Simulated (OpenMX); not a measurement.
**Sb: 7 runs along one coordinate**

System: Sb (1 atom in the cell).
Method: Kohn-Sham DFT of a periodic cell, PBE, OpenMX 2013 PBE set, no spin polarisation (OpenMX 3.8.5).

The 7 runs differ only in the geometry, by an even scaling of the cell at fixed fractional positions. The structure derives from an entry of the Crystallography Open Database.

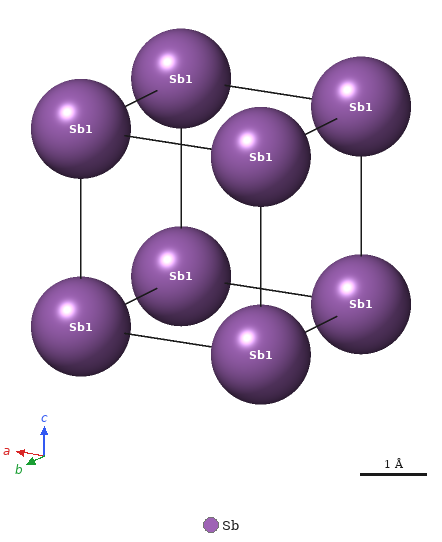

Figure 1. The structure of run 4 (spheres-only view of the cell of the calculation, seen at an oblique angle; atoms are numbered from 1 in the order of the input).

**Input of run 4**
```
System.CurrrentDirectory             ./
System.Name                          Sb
DATA.PATH                            ./DFT_DATA13
level.of.stdout                      1
level.of.fileout                     0
Species.Number                       1
<Definition.of.Atomic.Species
  Sb  Sb7.0-s3p2d2           Sb_PBE13
Definition.of.Atomic.Species>

Atoms.Number                         1
Atoms.SpeciesAndCoordinates.Unit     FRAC
<Atoms.SpeciesAndCoordinates
    1  Sb    0.0000000000    0.0000000000    0.0000000000   7.500  7.500
Atoms.SpeciesAndCoordinates>

Atoms.UnitVectors.Unit               Ang
<Atoms.UnitVectors
     3.1600000000    0.0000000000    0.0000000000
     0.0000000000    3.1600000000    0.0000000000
     0.0000000000    0.0000000000    3.1600000000
Atoms.UnitVectors>

scf.XcType                           GGA-PBE
scf.SpinPolarization                 off
scf.ElectronicTemperature            580.226
scf.energycutoff                     260.0
scf.maxIter                          100
scf.EigenvalueSolver                 band
scf.Kgrid                            9 9 9
scf.Mixing.Type                      rmm-diisk
scf.Init.Mixing.Weight               0.05
scf.Min.Mixing.Weight                0.001
scf.Max.Mixing.Weight                0.3
scf.Mixing.History                   25
scf.Mixing.StartPulay                8
scf.criterion                        1.0e-8
scf.stress.tensor                    on
MD.Type                              nomd
```

Command:
```bash
openmx Sb.dat -nt 1 > Sb.std
```

Run 2 has the same physical settings and fractional positions; its lattice vectors (Å) are:
```
   3.117292    0.000000    0.000000
   0.000000    3.117292    0.000000
   0.000000    0.000000    3.117292
```

**Results, with one run withheld**

| run | volume per atom (Å³) | free energy per atom, from the lowest run given (meV) |
| --- | --- | --- |
| 1 | 29.661 | 7.54 |
| 2 | 30.292 | ? |
| 3 | 30.923 | 0.00 |
| 4 | 31.554 | 2.30 |
| 5 | 32.186 | 8.26 |
| 6 | 32.817 | 17.71 |
| 7 | 33.448 | 30.05 |

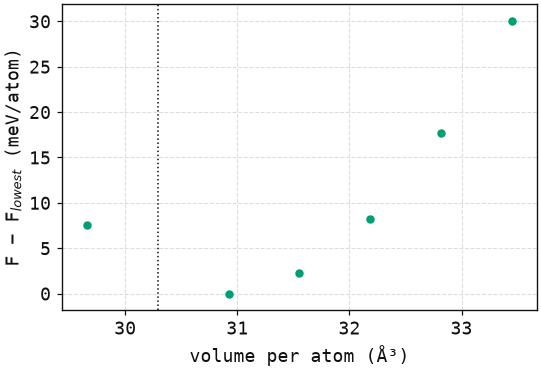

Figure 2. Free energy per atom of the runs given; the dotted line marks run 2.

Estimate the energy of run 2 from the others.

A cubic polynomial in V^(−2/3) (the Birch–Murnaghan form), fitted to the 6 runs given, misses them by at most 0.06 meV per atom. With x = V^(−2/3) − 0.09979 Å⁻², it reads F = 3.5676 − 3909.5 x + 1.0663e+06 x² − 4.5928e+06 x³ (meV per atom). At run 2 it gives 1.60 meV per atom, and the run itself gives 1.69. The fit has its minimum at 30.858 Å³ per atom, where V d²F/dV² gives 49.6 GPa: the bulk modulus at this level, since symmetry fixes the shape and the positions.

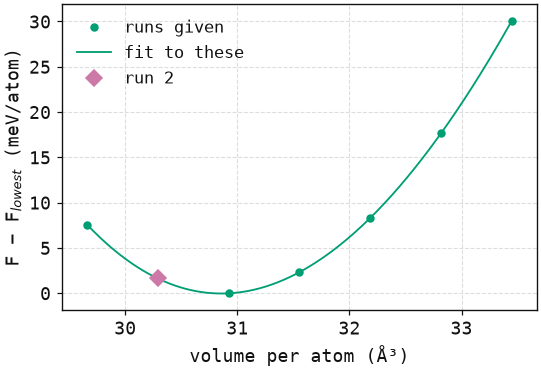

Figure 3. The fit and the withheld run.

**Some lines of the output (run 2)**
```
[...]
  Cell_Volume =    204.422637922038 (Bohr^3)
        Total energy (Hartree) at MD = 1
   kloop=0
   kloop=1
   kloop=364
```

Notes: With a small basis of atomic orbitals these values can differ much from converged plane-wave results.
